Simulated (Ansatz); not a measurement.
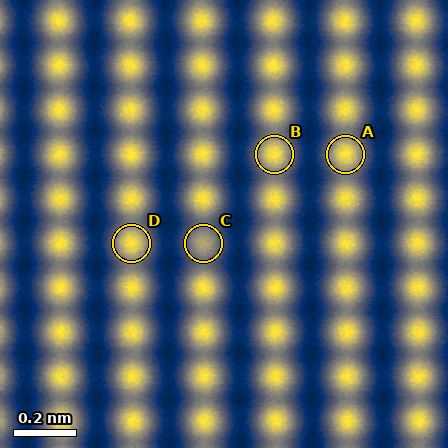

Z-contrast image of Al (P6_3/mmc, No. 194) along [210]. The image is simulated as a sum over atoms of Z^1.8, blurred by a 0.97 Å probe (no channelling). The display is stretched by a gamma of 0.8; percentages refer to the linear signal. Shot noise and a slight drift were added.

The sample is 3 repeats (15.0 Å) thick. One point defect was put into the perfect crystal, without relaxing the atoms around it. Brightness is counted from the darkest point of the image. Host structure: a calculation's starting geometry; the starting structure was generated, so it need not be a known form of this composition.

Which ringed column holds the defect, and does it scatter more or less than its equals?

Answer. C; it scatters less. The column holds 3 atoms (Al) through the sample, and one Al atom is missing, so its peak drops to about 65 % of that of its equals.
